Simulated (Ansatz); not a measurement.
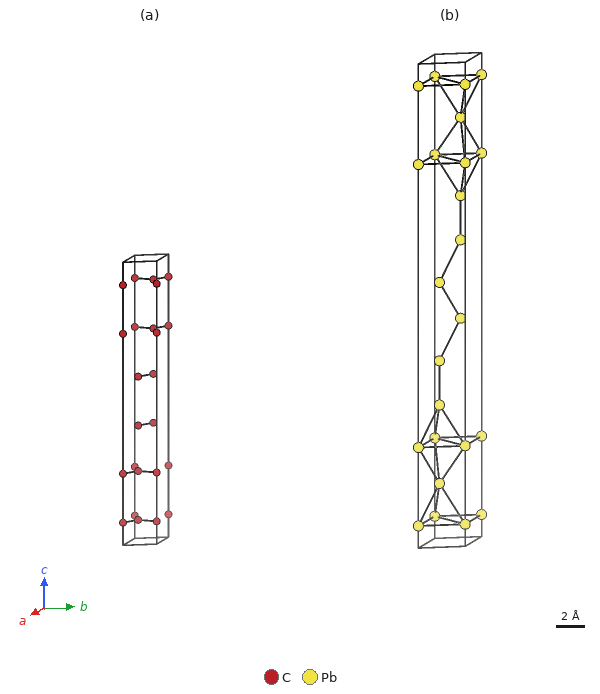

Left: crystalline C (set up in R-3m). Right: the same structure after one change, at the same scale. A ball-and-stick model of the conventional cell (3 times the calculation's cell), seen slightly off an axis. Lengths and directions refer to the drawn axes.

Method: DFT LDA, scalar-relativistic, plane waves, PAW in Ansatz. Settings: plane-wave cutoff 420 eV; occupations gaussian; no spin polarisation. The k-mesh is chosen for each cell (18×18×18, 12×12×12). Smearing widths differ between the runs.

Q: What was changed?

A: Every carbon atom is replaced by lead, which gives Pb. Cell and atoms are relaxed again (to zero pressure within 0.1 GPa, forces under 0.01 eV/Å).

Q: How do the computed properties respond?

A: The volume per atom goes from 8.94 to 29.45 Å³. Cell: a = b 2.445 → 3.393 Å (+38.8 %), c 20.727 → 35.443 Å (+71.0 %). Volume +229.4 %. The space group stays R-3m (No. 166).
